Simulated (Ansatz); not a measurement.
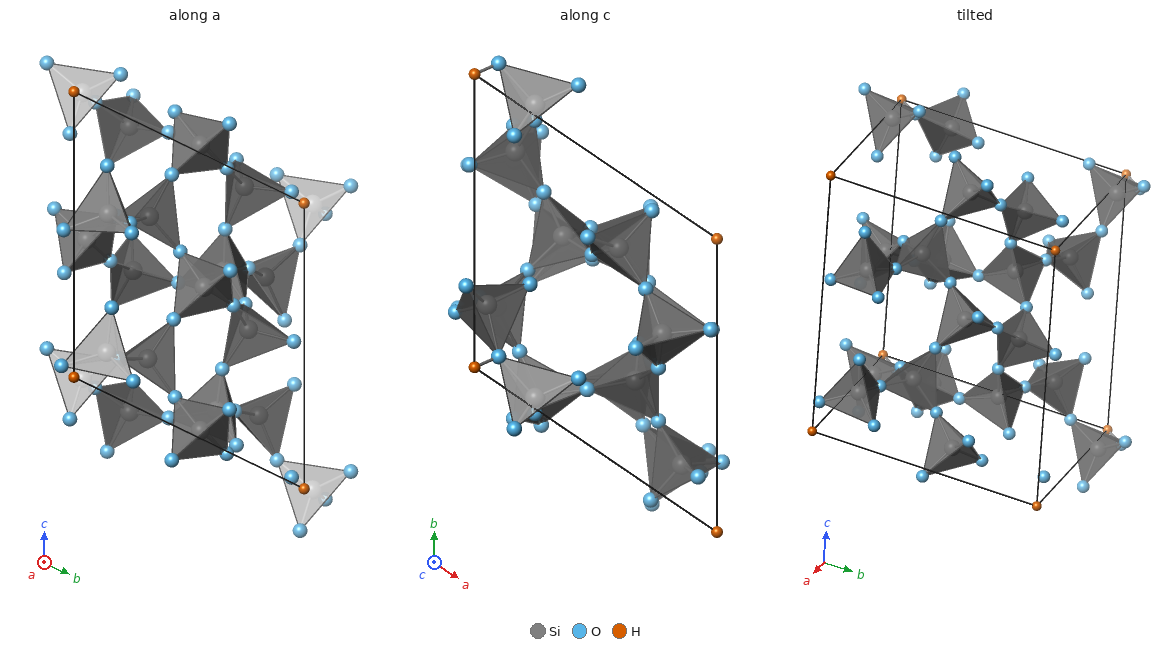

Polyhedral drawing of the structure, looking along the a axis, along the c axis and slightly off an axis. Lines trace the edges of the simulation cell. Some atoms of the next cells are drawn as well. Cell: a = 9.838 Å, b = 9.838 Å, c = 10.094 Å, α = 104.86°, β = 104.86°, γ = 117.35°.

- Formula: Si₁₆HO₃₂.
- The structure is triclinic, space group P1.
- The cell comprises 1 formula unit: 16 Si, 1 H, 32 O.
- The polyhedra are SiO4 tetrahedra; they share corners.
- About every Si there are four O in a distorted tetrahedral arrangement at about 1.6 to 1.8 Å. About every H there is one O at about 1.0 Å.
- The bonds build a three-dimensional framework.

Starting structure: a structure listed in the Materials Project, repeated into a supercell with a point defect put in. The atoms were relaxed in a fixed cell with Ansatz, DFT PBE, scalar-relativistic, plane waves, PAW.
